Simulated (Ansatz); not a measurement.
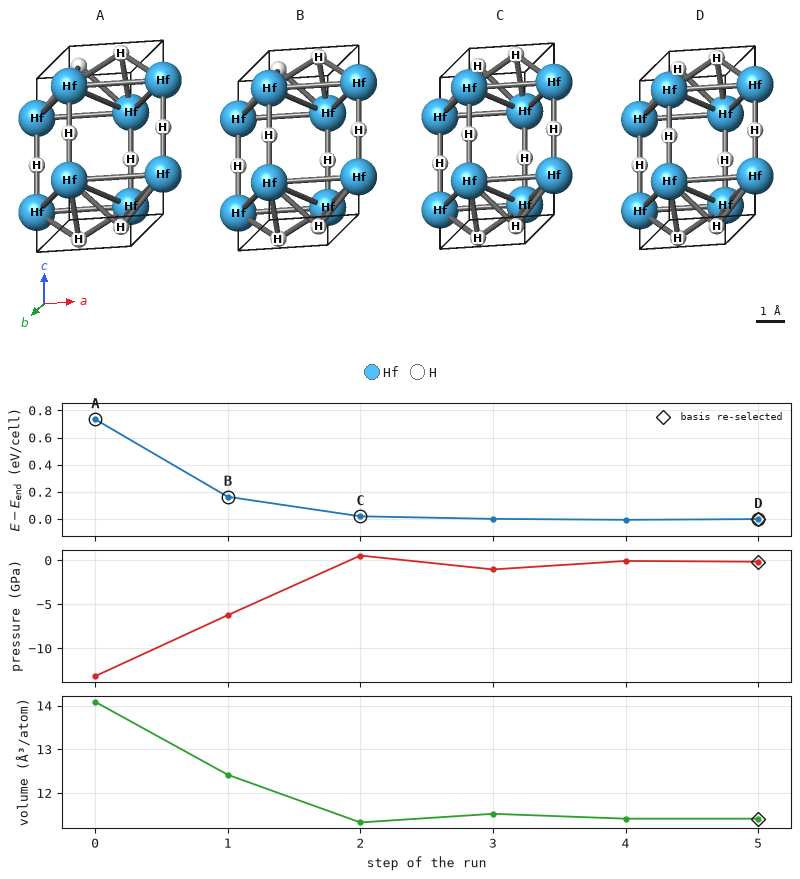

Frames of a relaxation of crystalline Hf2H3 (a generated structure, set up in P6/mmm) (coarse preliminary run), marked on the history of the run. Style: ball-and-stick. Shown: the cell of the calculation, from a free direction.

All numbers below come from DFT PBE, scalar-relativistic, plane waves, PAW in Ansatz.

The input:
```yaml
crystal:
  lattice:
    - [3.46664117, 0.0, 0.0]
    - [-1.73332058, 3.00219932, 0.0]
    - [0.0, 0.0, 6.76811628]
  atoms:
    - { symbol: Hf, position: [0.0, 0.0, 0.22946634] }
    - { symbol: Hf, position: [0.0, 0.0, 0.77053366] }
    - { symbol: H, position: [0.33333333, 0.66666667, 0.0] }
    - { symbol: H, position: [0.66666667, 0.33333333, 0.0] }
    - { symbol: H, position: [0.0, 0.0, 0.5] }
basis:
  ecutwfc: 420
kpoints:
  mp_grid: { grid: [6, 6, 4] }
hamiltonian:
  xc: pbe
scf:
  occupations: { method: gaussian, width: 0.1 }
  lower_state_search: "off"
output:
  forces: true
  stress: true
  eigenvalues: true
relax:
  adjacent_minimum: "off"
  f_tol: 0.04
  max_steps: 70
  cell: { stress_tol: 0.4 }
```

Run as
```bash
ansatz run input.yaml --threads 1 --pin off --max-ram 2560MiB --backend cpu --events-out ev --progress --plain --runs-dir out
```

### What happens along the run?

No atom moves by more than 0.005 Å relative to the cell. Cell: a = b 3.467 → 3.167 Å (−8.6 %), c 6.768 → 6.570 Å (−2.9 %). Volume −19.0 %. Near-neighbour distances that change, for instance: Hf1–Hf1 3.467 → 3.167 Å, Hf1–H3 2.533 → 2.367 Å, Hf1–Hf2 3.106 → 3.007 Å, Hf1–H5 1.831 → 1.781 Å. Bond angles that change, for instance: Hf1–H4–Hf2 75.6° → 78.9°, Hf1–H4–Hf1 86.3° → 84.0°. The space group stays P6/mmm (No. 191). Over 4 accepted moves (5 points after the start) the energy falls by 0.735 eV per cell of the calculation. Largest force component: 0.48 eV/Å at the start, 0.021 eV/Å at the end. Pressure: −13.14 GPa at the start and −0.15 GPa at the end. At 1 point the geometry stayed and the basis and grid were re-selected for the new cell (energy shift of 5.3 meV per cell of the calculation at most each time). From step 0 to 1: Hf atoms move most (0.05 Å), volume −11.8 %, energy −0.570 eV per cell of the calculation. From step 1 to 2: Hf atoms move most (0.04 Å), volume −8.8 %, energy −0.144 eV per cell of the calculation. From step 2 to 5: volume +0.8 %, energy −20.5 meV per cell of the calculation.
